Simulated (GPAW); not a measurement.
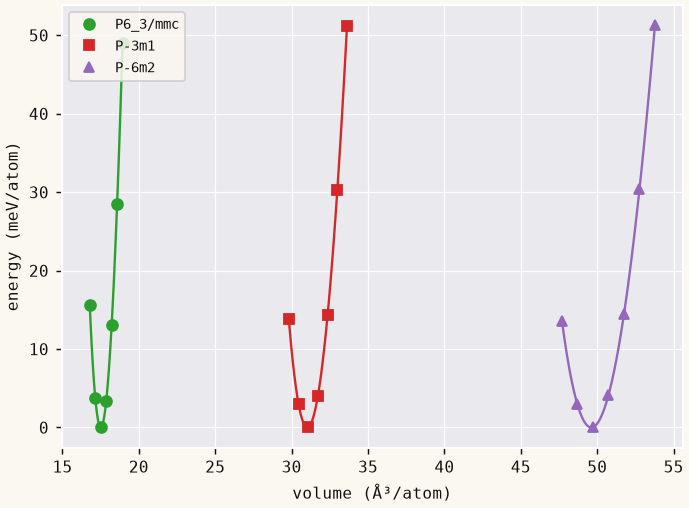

Plotted: energy against volume, with one curve for each structure, for MoS₂. Each energy curve has its own zero, so the curves don't rank the structures.

Computed with GPAW 26.7.0: PAW DFT in plane waves, on a grid or in atomic orbitals, no spin polarisation; energies at scaled volumes of the given cell, shape and fractions fixed, counted from the fit's minimum, third-order Birch-Murnaghan fit. Level: PBEsol.

occupations Fermi–Dirac; smearing width 0.05 eV; potentials PAW data sets made by gpaw setup for the functional; wave cutoff 600 eV.

Settings that differ: P6_3/mmc: k mesh 10×10×3; P-3m1: k mesh 10×10×2; P-6m2: k mesh 10×10×2.

Give the values behind the plot as a table.

P6_3/mmc:
```tsv
volume (Å³/atom)	energy (meV/atom)
16.79	15.55
17.15	3.80
17.51	0.00
17.86	3.32
18.22	13.04
18.58	28.45
18.94	48.98
```

P-3m1:
```tsv
volume (Å³/atom)	energy (meV/atom)
29.82	13.80
30.45	3.02
31.09	0.03
31.72	4.04
32.36	14.34
32.99	30.24
33.62	51.17
```

P-6m2:
```tsv
volume (Å³/atom)	energy (meV/atom)
47.69	13.61
48.71	2.93
49.72	0.04
50.73	4.11
51.75	14.45
52.76	30.37
53.78	51.31
```

Note: shape and atomic fractions are frozen while scaling, which makes layered, chain and framework solids too stiff.
